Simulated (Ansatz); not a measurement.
Single-point calculation, with input and output: Ru

- system: Ru (slab, 4 atoms in the cell)
- method: DFT PBE, scalar-relativistic, plane waves, PAW, PAW set soft_1, no spin polarisation (Ansatz 0.2.0)

The structure derives from an entry of the Crystallography Open Database. Figures and captions count atoms from 1; the log counts them from 0 in places.

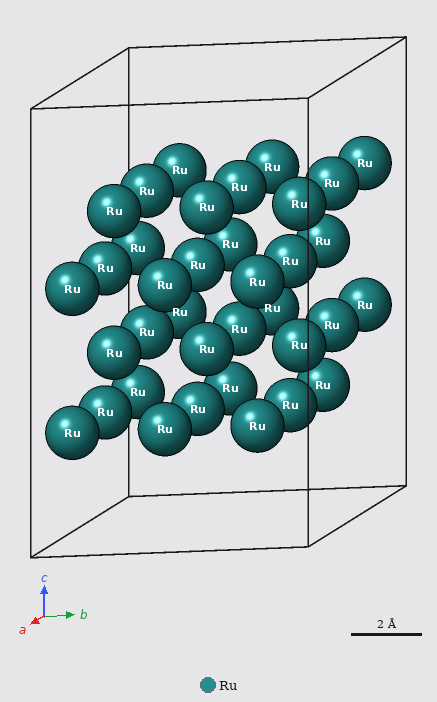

Fig. 1: The input geometry (spheres-only view of the 3 × 3 repeat of the cell, with the vacuum cut short, seen slightly off an axis). An atom can appear more than once, as a periodic image.

The input:
```yaml
crystal:
  lattice:
    - [2.7197977464, 0.0, 0.0]
    - [-1.3598988732, 2.3554139415, 0.0]
    - [0.0, 0.0, 21.8663388848]
  atoms:
    - { symbol: Ru, position: [0.6666666667, 0.3333333333, 0.1829295714] }
    - { symbol: Ru, position: [0.3333333333, 0.6666666667, 0.2811778375] }
    - { symbol: Ru, position: [0.6666666667, 0.3333333333, 0.3790816284] }
    - { symbol: Ru, position: [0.3333333333, 0.6666666667, 0.4740774823] }
basis:
  ecutwfc: 420
kpoints:
  mp_grid: { grid: [12, 12, 1] }
hamiltonian:
  xc: pbe
  pseudopotentials: { kind: paw, azcp: { folder: soft_1 } }
scf:
  occupations: { method: gaussian, width: 0.1 }
output:
  forces: true
  eigenvalues: true
efield:
  axis: 3
  dipole_correction: true
  ramp_width: 0.04
```

Run on 1 thread of Arm Neoverse V1, 24 GiB of memory available, shared host.

Run as:
```bash
ansatz run input.yaml --threads 1 --pin off --max-ram 3072MiB --backend cpu --events-out ev --progress --plain --runs-dir out
```

What the program printed:
```
Engine: ansatz 0.2.0, aarch64-unknown-linux-gnu
Pseudopotentials: kind: paw
Pseudopotential: Ru, paw, valence charge 16, recommended cutoff 420 eV (normal), [file]
Functional definition: PBE
  parameter kappa = 0.804
  parameter beta = 0.06672455060314922
  exchange = pbe_x(kappa = kappa, mu = beta*pi^2/3)
  correlation = pbe_c(beta = beta)
Crystal: 4 atoms, lattice volume = 140.081 Å³
Basis set: ecut = 420 eV, 2767 PW (Γ), exchange–correlation on 40×40×300 points (8 copies of the dense FFT grid, shifted against one another)
Bands: 39, of which v1, the nominal top of the filled ones, is band 32 counted from 1 (31 counted from 0)
Symmetry: 6 space group operations
Space group: P3m1 (ITA 156), of the structure as read, at distance tolerance 5.2e-5 Å
k-points: 19 of 144 (time reversal used)
Non-local potential: Ru, projectors of the file, l = 0: 3, l = 1: 2, l = 2: 2, l = 3: 1
PAW form: soft (Blöchl's): semilocal exchange-correlation on the pseudo side does not see the compensation charge
PAW one-centre angular grid: Ru, 590 points (default); XC on 64 Gauss nodes
Initial density: superposition of atomic densities (neutral atoms: chi_scale 0, normalization atom)
Initial wavefunctions: pseudopotential atomic-orbital guess
Functional: x = pbe(κ = 0.804, μ = 0.2195149727645171), c = pbe(β = 0.06672455060314922)
SCF iter   1: F=—  HF=-23515.392401 eV  |F-HF|=—  |Δ(HF+E_count)|=         —  Δρ=7.26e-2  dr2=1.01e1  ethr=3.10e-3  p=-0.000 e·Å  D=-1.12e-6 V/Å  ΔV_dip=0.00 eV  dr2_dipole=1.47e-3  V_vac-E_F(+/−)=5.86/5.86 eV  ⟨swp⟩=7.7  Hψ=3262  notcnv=0
efield: sawtooth ramp at fractional position 0.8085 (placed from the atoms, in the widest stretch of the axis that holds none; the zero of the levels goes with the place), width 0.0400; the density the first Hamiltonian is built on has a dipole p = -0.000 e·Å; the dipole correction subtracts the counter field D = -1.12e-6 V/Å, which shifts the + side's vacuum level by +0.00 eV against the − side's; the planar-averaged density in the ramp window peaks in size at 5.2e-6 e/Å³
preconditioner: auto → LDOS  [metal: Δε(μ)=0.038 eV  Ē_g=5.058 eV  σ=0.100 eV  W_gap=0.21  n_scr=16 (ndim 8)  ℏωp=17.7 eV  f_vac=0.540  D(μ)=3.33/eV (n_scr^D=14)  β→1.0]
SCF iter   2: F=—  HF=-23516.185703 eV  |F-HF|=—  |Δ(HF+E_count)|=   7.93e-1  Δρ=7.92e-2  dr2=1.40e1  ethr=3.10e-3  p=-0.001 e·Å  D=-1.82e-3 V/Å  ΔV_dip=0.04 eV  dr2_dipole=1.13e-1  V_vac-E_F(+/−)=4.89/4.85 eV  ⟨swp⟩=3.8  Hψ=2055  notcnv=0  defer=25
SCF iter   3: F=—  HF=-23512.815733 eV  |F-HF|=—  |Δ(HF+E_count)|=    3.37e0  Δρ=7.68e-3  dr2=7.69e-2  ethr=3.10e-3  p=-0.000 e·Å  D=-2.24e-4 V/Å  ΔV_dip=0.00 eV  dr2_dipole=4.14e-3  V_vac-E_F(+/−)=5.25/5.24 eV  ⟨swp⟩=3.0  Hψ=1987  notcnv=0  defer=19
SCF iter   4: F=—  HF=-23512.811261 eV  |F-HF|=—  |Δ(HF+E_count)|=   4.47e-3  Δρ=3.48e-3  dr2=3.57e-2  ethr=1.20e-4  p=0.000 e·Å  D=2.87e-4 V/Å  ΔV_dip=-0.01 eV  dr2_dipole=9.05e-5  V_vac-E_F(+/−)=5.12/5.12 eV  ⟨swp⟩=3.1  Hψ=1591  notcnv=0  defer=19
SCF iter   5: F=—  HF=-23512.804169 eV  |F-HF|=—  |Δ(HF+E_count)|=   7.09e-3  Δρ=1.10e-3  dr2=1.55e-3  ethr=5.57e-5  p=0.001 e·Å  D=7.04e-4 V/Å  ΔV_dip=-0.02 eV  dr2_dipole=4.34e-5  V_vac-E_F(+/−)=5.09/5.11 eV  ⟨swp⟩=2.9  Hψ=1322  notcnv=0  defer=19
SCF iter   6: F=—  HF=-23512.804668 eV  |F-HF|=—  |Δ(HF+E_count)|=   4.99e-4  Δρ=2.93e-4  dr2=1.13e-4  ethr=2.42e-6  p=0.001 e·Å  D=1.09e-3 V/Å  ΔV_dip=-0.02 eV  dr2_dipole=1.27e-7  V_vac-E_F(+/−)=5.06/5.09 eV  ⟨swp⟩=2.7  Hψ=1320  notcnv=0  defer=19
SCF iter   7: F=—  HF=-23512.804769 eV  |F-HF|=—  |Δ(HF+E_count)|=   1.01e-4  Δρ=9.12e-5  dr2=2.35e-5  ethr=1.76e-7  p=0.001 e·Å  D=1.38e-3 V/Å  ΔV_dip=-0.03 eV  dr2_dipole=4.23e-8  V_vac-E_F(+/−)=5.04/5.07 eV  ⟨swp⟩=2.2  Hψ=1050  notcnv=0  defer=19
SCF iter   8: F=—  HF=-23512.804788 eV  |F-HF|=—  |Δ(HF+E_count)|=   1.91e-5  Δρ=1.75e-5  dr2=6.63e-7  ethr=3.67e-8  p=0.001 e·Å  D=1.53e-3 V/Å  ΔV_dip=-0.03 eV  dr2_dipole=2.87e-8  V_vac-E_F(+/−)=5.04/5.07 eV  ⟨swp⟩=2.4  Hψ=1107  notcnv=0  defer=19
SCF iter   9: F=-23512.804788 eV  HF=-23512.804788 eV  |F-HF|=3.94e-8  |Δ(HF+E_count)|=   4.97e-7  Δρ=6.46e-6  dr2=7.87e-8  ethr=1.56e-10  p=0.001 e·Å  D=1.57e-3 V/Å  ΔV_dip=-0.03 eV  dr2_dipole=8.51e-9  V_vac-E_F(+/−)=5.04/5.07 eV  ⟨swp⟩=12.5  Hψ=3928  notcnv=0
SCF 1 converged in 9 iterations: F = -23512.804788 eV  dr2 = 7.87e-8
  greatest PAW one-centre occupation: 1.000 electrons in one spin orbital (limit 2), on the Ru atom at site 2 (counted from 0), in its partial waves of l = 0
```

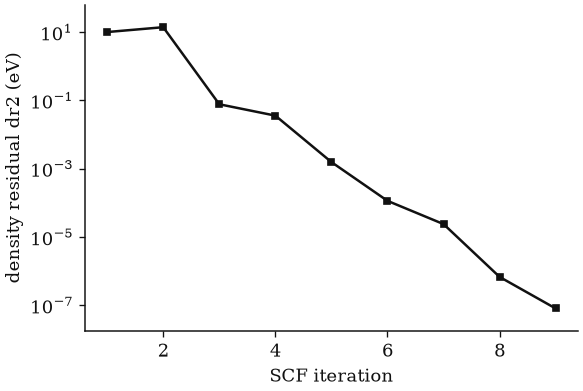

Fig. 2: Convergence of the self-consistent field: density residual dr2 against the SCF iteration. The residual falls almost steadily, with no more than small rises.

```
SCF converged after 9 iterations
Free energy (F): -23512.804788 eV
Harris-Foulkes:  -23512.804788 eV  (|F-HF|=3.94e-8)
Internal energy: -23512.780192 eV  (E = F + TS)
E sigma→0 (E₀):  -23512.792490 eV
Entropy (-TS):   -0.024596 eV (-6.149 meV/atom)
Fermi energy:    6.012867 eV
Dipole field:    D = 0.001718 V/Å  (p = 0.001330 e·Å, saw-weighted, corrected)
Work function:   Φ+ = 5.0339 eV   Φ− = 5.0714 eV
Levels:          The Fermi level and band energies are counted from a zero that moves with the ramp; work functions are not
--- Per-component energies (eV) ---
  E_band       = -1320.004234
  E_kinetic    = 1833.067705
  E_local      = -85974.536710  (includes V_loc(G=0)·N_el)
  E_nonlocal   = 1653.550918
  E_hartree    = 41583.586935
  E_xc         = -675.870169
  E_vxc        = -854.236095  (∫ρ·V_xc dr)
  E_paw        = -14006.574164  (= ΣΔE_a)
  E_vpaw       = -1144.971437  (= ΣTr[D̂ρ^β])
  E_aug_tail   = 0.002553  (compensation charges beyond the density's cutoff)
  E_efield     = 0.000001  (sawtooth field / dipole correction)
  E_vefield    = -0.001953  (∫n·V_field dr)
  E_ewald      = 32073.992739
  E_smearing   = -0.024596  (= −TS)
  E_closure    = -0.000000  (closes the sum)
  Σ components = -23512.804788   (vs F -23512.804788, Δ=0.00e0)
--- Forces (eV/Å), atoms counted from 1 ---
  atom   1  Ru     0.00000000     0.00000000     0.62253621
  atom   2  Ru    -0.00000000     0.00000000    -0.62192471
  atom   3  Ru     0.00000000    -0.00000000    -0.00061632
  atom   4  Ru     0.00000000    -0.00000000    -0.00005061
  max |Σ_I F_I| component: 5.54e-5 eV/Å
--- Band table (eV; the first three rows and the last of 19) ---
  k-point 0: bands = ["-67.2224", "-67.1069", "-66.7041", "-66.6423", "-37.5610", "-37.1090", "-36.7958", "-36.7958", "-36.6928", "-36.6928", "-36.5935", "-36.4717", "-36.2842", "-36.2842", "-36.2195", "-36.2195", "-1.4474", "-0.2476", "0.1717", "0.5235", "3.1786", "3.1786", "3.3584", "3.3584", "3.4735", "3.5730", "3.9601", "3.9601", "4.1066", "4.1066", "4.3156", "5.1698", "5.1698", "6.1558", "6.1738", "6.1738", "6.9772", "6.9772", "7.1727"]
  k-point 1: bands = ["-67.2141", "-67.1011", "-66.6981", "-66.6361", "-37.5441", "-37.1142", "-36.8344", "-36.8097", "-36.7578", "-36.7027", "-36.5719", "-36.4795", "-36.3275", "-36.2948", "-36.2645", "-36.2304", "-1.2039", "-0.0202", "0.3762", "0.7604", "2.9209", "3.1098", "3.2962", "3.3557", "3.5083", "3.5084", "3.8784", "4.0293", "4.1105", "4.2667", "4.3762", "5.0216", "5.1262", "5.6660", "5.9291", "6.1183", "6.4458", "6.9723", "7.2376"]
  k-point 2: bands = ["-67.1913", "-67.0857", "-66.6814", "-66.6189", "-37.4981", "-37.1521", "-36.9324", "-36.8820", "-36.8473", "-36.7300", "-36.5552", "-36.5077", "-36.4362", "-36.3802", "-36.3238", "-36.2599", "-0.5591", "0.5262", "0.8313", "1.3457", "2.4071", "2.6556", "2.8406", "3.3328", "3.5201", "3.8037", "3.8380", "4.1489", "4.2191", "4.4347", "4.6114", "4.7350", "5.0743", "5.2739", "5.7609", "6.0321", "6.9288", "6.9512", "7.3740"]
  k-point 18: bands = ["-67.0739", "-67.0180", "-66.6011", "-66.5362", "-37.3994", "-37.3714", "-37.3420", "-37.1565", "-37.0777", "-37.0285", "-36.7522", "-36.6931", "-36.6716", "-36.6403", "-36.5572", "-36.5048", "0.7764", "1.4729", "1.5584", "1.7772", "2.1068", "2.2048", "2.2768", "3.3621", "3.3878", "3.8554", "3.9284", "4.0201", "4.0315", "4.8647", "5.4160", "6.6262", "6.6691", "6.7530", "7.1151", "7.1625", "13.4306", "13.4366", "13.4554"]
```

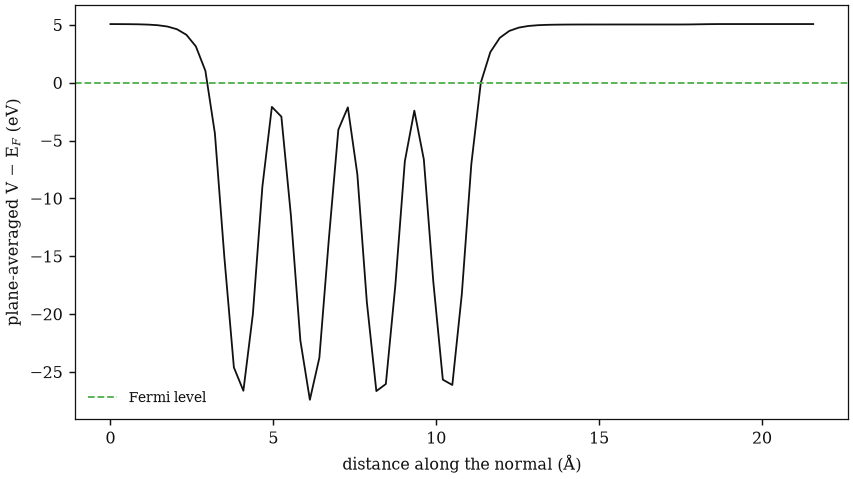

Fig. 3: Plane average of the electrostatic potential energy of an electron across the cell, from the Fermi level. The vacuum level lies 5.03 eV above the Fermi level on the upper side and 5.07 eV on the lower.

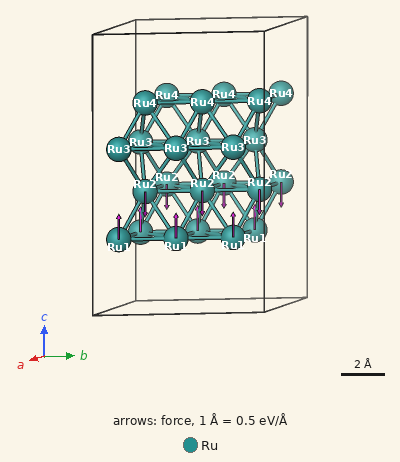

Fig. 4: Forces on the atoms as pink arrows (ball-and-stick view of the 2 × 3 repeat of the cell, with the vacuum cut short, seen slightly off an axis; atoms are numbered from 1 in the order of the input). The largest act on Ru1, Ru2 (0.62 eV/Å). The geometry is not a stationary point of this energy.

Summary:

| quantity | value |
| --- | --- |
| outcome | converged |
| electrons treated | 64 |
| free energy | −23512.8048 eV |
| work function, top face | 5.03 eV |
| work function, bottom face | 5.07 eV |
| Fermi energy | 6.013 eV |
| gap on the k-point mesh | none (metallic) |
| work function (upper face) | 5.03 eV |
| largest force (length of the vector) | 0.623 eV/Å |
| wall time | 11 s |
| peak memory | 0.34 GiB |
